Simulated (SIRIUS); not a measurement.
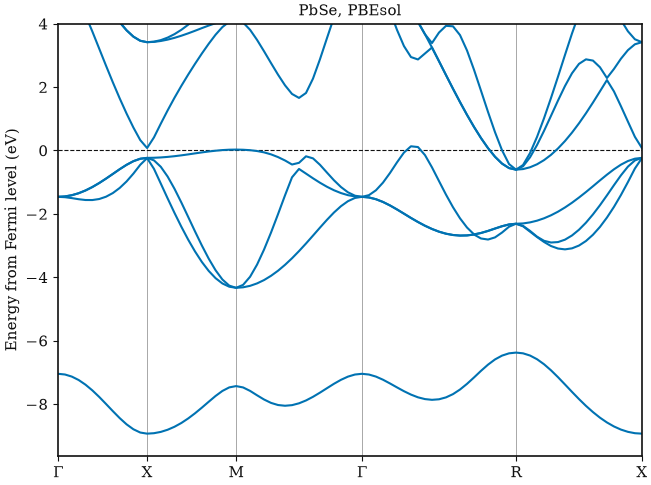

Band structure. Energies are counted from the Fermi level.

What lattice type does the k path imply?

Answer. A simple cubic lattice: the path Γ–X–M–Γ–R–X runs through the special points of its Brillouin zone.

System: CsCl-type PbSe, space group Pm-3m (No. 221), 2 atoms in the cell.

Space group Pm-3m (No. 221). a = 3.784 Å, b = 3.784 Å, c = 3.784 Å, α = 90.00°, β = 90.00°, γ = 90.00°
```json
{"atom": "Pb", "site": "1a", "symmetry": "m-3m", "x": "0.0000", "y": "0.0000", "z": "0.0000"}
{"atom": "Se", "site": "1b", "symmetry": "m-3m", "x": "0.5000", "y": "0.5000", "z": "0.5000"}
```

Method: PBEsol, all-electron FP-LAPW, no spin polarisation, no spin-orbit coupling, 7×7×7 k mesh, Fermi-Dirac smearing of 0.05 eV (SIRIUS 7.12.0).

Is there a gap at the Fermi level?

Answer. A metal: 4 bands cross the Fermi level along this path.

Which levels at X lie nearest to the Fermi level?

Answer. At X the nearest levels lie 0.24 eV below and 0.07 eV above the Fermi level.

Spin-orbit coupling is left out, which matters for Pb and Se. The bands overlap only a little at an even electron count, and semilocal functionals can close small gaps, so the real material need not be a metal. The usual form of PbSe is rocksalt.
